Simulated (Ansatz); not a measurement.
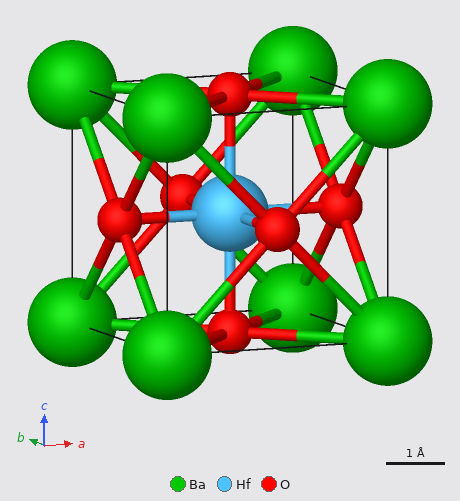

Reference structure: solid BaHfO$_{3}$ (built on the cubic perovskite type) at its r2SCAN-relaxed geometry. A ball-and-stick model of the cell of the calculation, seen from a free direction.

Theory: Ansatz 0.2.0, DFT, PBE, plane waves, PAW. (plane-wave cutoff 420 eV; k-point mesh 6 × 6 × 6; occupations fermi dirac; smearing width 0.02 eV; no spin polarisation)

The variant: The cell is strained by −1.0 % along a and none across it (volume −1.0 %). The atoms were relaxed with r2SCAN under that strain, and this is a single point on that geometry.

### What does the calculation give for the changed structure?

Among the bonded contacts that change: Hf–O 2.089 → 2.068 to 2.089 Å, Ba–O 2.954 → 2.939 to 2.954 Å. The space group (tolerance 0.01 Å) goes from Pm-3m (No. 221) to P4/mmm (No. 123). The energy rises by 4.6 meV per atom. Pressure: 3.4 GPa before, 5.2 GPa after. The principal stresses (compression positive) are 6.9 GPa along a and 4.3 GPa across it. All forces vanish by symmetry.
